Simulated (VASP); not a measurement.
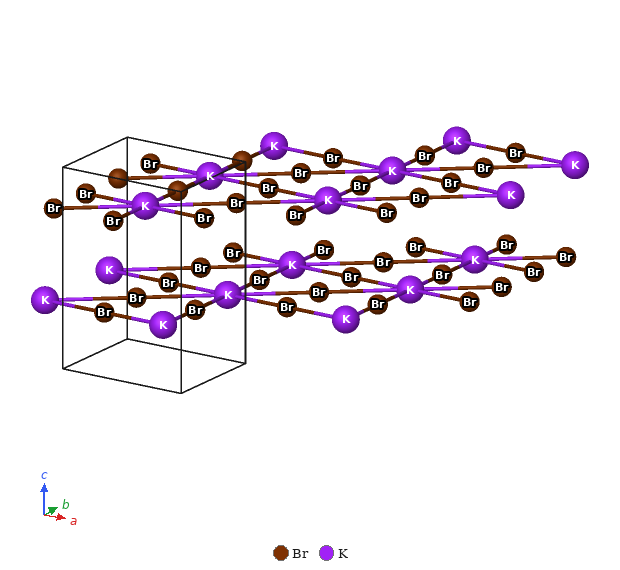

The compound is KBr3 (space group P6_3/mmc, No. 194), taken as a cell listed in the Materials Project, as set up for an electronic-structure calculation.

Bonds are taken as Br–K below 3.6 Å; no other contact counts. Simplification: prune 0- and 1-connected atoms, fold 2-connected ones into links.

**What kind of net remains, and which atoms are its nodes?**

A uninodal 6-connected, two-periodic (layers) net: K is a 6-connected node. Br becomes part of the edges.

**Name the underlying net.**

It is the hxl net, known from the triangular lattice.

**How do the layers lie?**

The layers lie parallel to (001).

**How many nodes does the smallest cycle have?**

Three.
